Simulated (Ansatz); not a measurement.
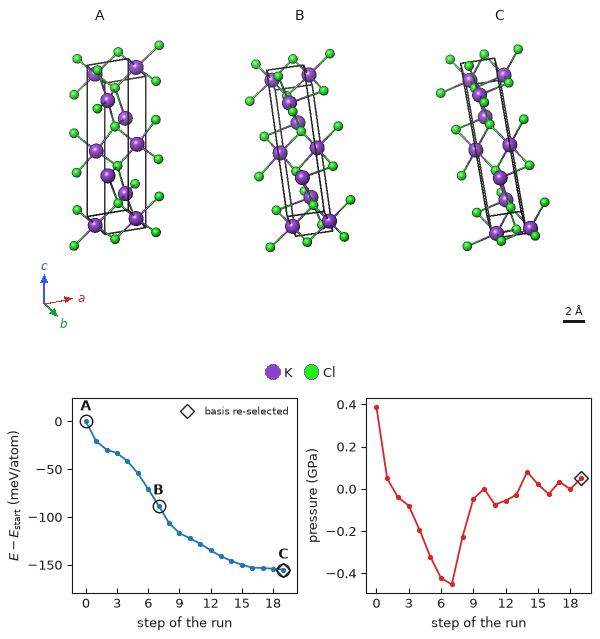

Frames of a relaxation of a crystal of KCl (a generated structure, set up in P1) (coarse preliminary run), marked on the history of the run. Style: ball-and-stick. Shown: the cell of the calculation, from a free direction.

Theory: DFT PBE, scalar-relativistic, plane waves, PAW (Ansatz 0.2.0). Set-up: plane-wave cutoff 420 eV; k-point mesh 4 × 4 × 1; occupations gaussian; smearing width 0.1 eV; no spin polarisation; cell and atoms relaxed; force threshold 0.025 eV/Å; at most 60 steps.

Q: What happens along the run?

A: The largest move relative to the cell is that of a K atom, 1.20 Å along [1 2 0]. By element the largest moves are K 1.20 Å, Cl 0.99 Å. Cell: a 4.461 → 4.386 Å (−1.7 %), b 4.560 → 4.396 Å (−3.6 %), c 16.666 → 16.886 Å (+1.3 %), α 90.0° → 97.7°, β 91.1° → 105.1°, γ 90.9° → 119.6°. Volume −23.4 %. Near-neighbour distances that change, for instance: Cl–K 5.728 → 3.219 Å, Cl–K 5.464 → 3.198 Å, Cl–K 5.408 → 3.202 Å, Cl–K 5.372 → 3.190 Å. New bonds form: Cl–K (5.16 → 3.19 Å), Cl–K (5.33 → 3.17 Å), Cl–K (5.37 → 3.19 Å), Cl–K (5.40 → 3.20 Å). Bond angles that change, for instance: K–Cl–K 120.1° → 179.2°, K–Cl–K 118.2° → 75.3°, K–Cl–K 116.7° → 74.7°. The space group stays P1 (No. 1). The energy falls by 155 meV per atom in 18 accepted moves (19 points after the start). The largest force component goes from 0.66 to 0.011 eV/Å. The pressure goes from 0.39 to 0.05 GPa. The SCF was repeated once at an unchanged geometry on a basis and grid sized afresh for the cell, which shifted the energy by 1.0 meV per atom at most. From step 0 to 7: a Cl atom moves most (0.83 Å), volume −11.4 %, energy −87.9 meV per atom. From step 7 to 19: a K atom moves most (1.01 Å), volume −13.5 %, energy −67.0 meV per atom.

| step | E − E(0), meV/atom | largest force component, eV/Å | pressure, GPa | volume, Å³/atom | note |
| --- | --- | --- | --- | --- | --- |
| 0 | 0.00 | 0.6635 | 0.39 | 42.365 |  |
| 1 | -20.71 | 0.1992 | 0.05 | 42.684 |  |
| 2 | -29.54 | 0.0735 | -0.04 | 42.519 |  |
| 3 | -33.01 | 0.1177 | -0.08 | 42.111 |  |
| 4 | -41.46 | 0.1206 | -0.19 | 41.362 |  |
| 5 | -54.23 | 0.1308 | -0.32 | 40.304 |  |
| 6 | -70.55 | 0.1444 | -0.42 | 38.999 |  |
| 7 | -87.89 | 0.1539 | -0.45 | 37.518 |  |
| 8 | -106.09 | 0.1617 | -0.23 | 35.624 |  |
| 9 | -116.70 | 0.1028 | -0.05 | 34.455 |  |
| 10 | -122.16 | 0.1604 | 0.00 | 33.908 |  |
| 11 | -127.73 | 0.1606 | -0.07 | 33.621 |  |
| 12 | -134.69 | 0.1355 | -0.06 | 33.166 |  |
| 13 | -141.01 | 0.0795 | -0.03 | 32.824 |  |
| 14 | -145.82 | 0.0805 | 0.08 | 32.442 |  |
| 15 | -149.87 | 0.0675 | 0.02 | 32.492 |  |
| 16 | -152.79 | 0.0322 | -0.02 | 32.538 |  |
| 17 | -153.20 | 0.0806 | 0.03 | 32.435 |  |
| 18 | -153.97 | 0.0112 | 0.00 | 32.468 |  |
| 19 | -154.93 | 0.0112 | 0.05 | 32.468 | same geometry, new basis |
